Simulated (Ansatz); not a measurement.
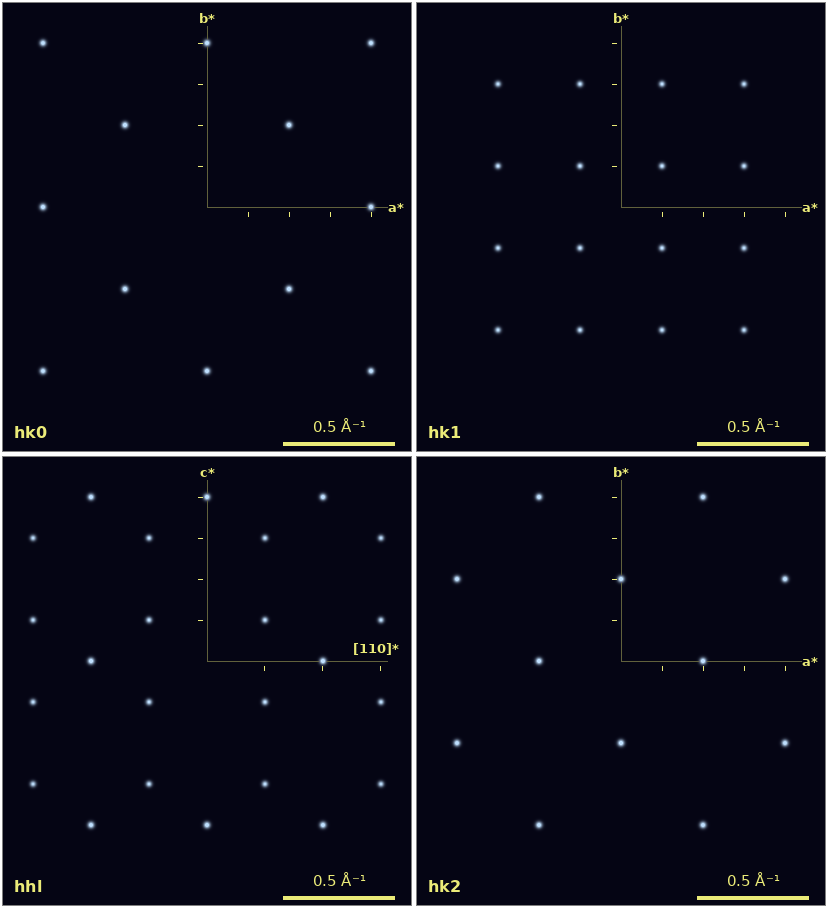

Four undistorted layers of reciprocal space, calculated for a single crystal (neutrons, kinematic |F|², B = 0.5 Å²). Tick marks count the reciprocal lattice steps of the conventional cell along each axis.

The compound is Ru. Structure: the input geometry of an electronic-structure calculation (not necessarily at equilibrium); the starting structure was generated, so it need not be a known form of this composition.

### Read the reciprocal cell and give the direct cell.

a* = 0.185, b* = 0.185, c* = 0.185 Å⁻¹; the cell is cubic with a = 5.39 Å.

### List the systematic absences.

Reflections are present only under these conditions. hkl: h + k = 2n, h + l = 2n; hk0: h = 2n, h + k = 4n; hhl: h + l = 2n; h00: h = 4n. The lattice is face-centred (F). Further gaps, such as 2 2 2, 4 4 2, come from atoms on special positions, not from the group's general conditions.

### Which space groups fit?

The intensities have Laue symmetry m-3m (the hk0 layer shows 4mm, hk1 shows 4mm). With these conditions only Fd-3m (No. 227) fits.
